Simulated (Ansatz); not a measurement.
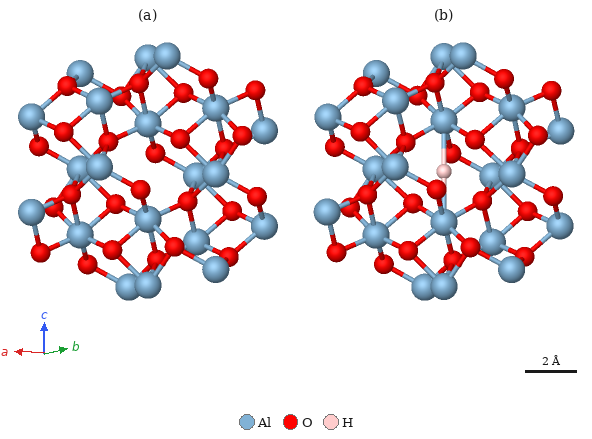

Left: perfect Al$_{2}$O$_{3}$. Right: the same region with one point defect, after relaxing the atoms in a supercell of 40 sites. The picture is a ball-and-stick view of the atoms within 5.4 Å of one point, in a slice 4.2 Å thick across the line of sight, seen from a free direction.

Computed with DFT PBEsol, scalar-relativistic, plane waves, PAW in Ansatz 0.2.0. Set-up: plane-wave cutoff 420 eV; k-point mesh 2 × 2 × 2; occupations gaussian; smearing width 0.01 eV; mesh shifted by (0.5, 0.5, 0.5); no spin polarisation. The cell is small and the k-mesh coarse, so the numbers are rough. A uniform background neutralises the charged cell. The axes drawn are those of the host's conventional cell.

### Which defect is it?

An extra hydrogen atom is put between the host's atoms (an interstitial).

The charge state of the cell is +1.

### What does the relaxation do around it?

The H atom starts with 2 Al at 1.93 Å, 6 O at 1.98 Å around its place and ends with 6 O at 1.92 Å, 2 Al at 2.05 Å. Of the host's atoms, an aluminium atom moves furthest from its site, by 0.12 Å.
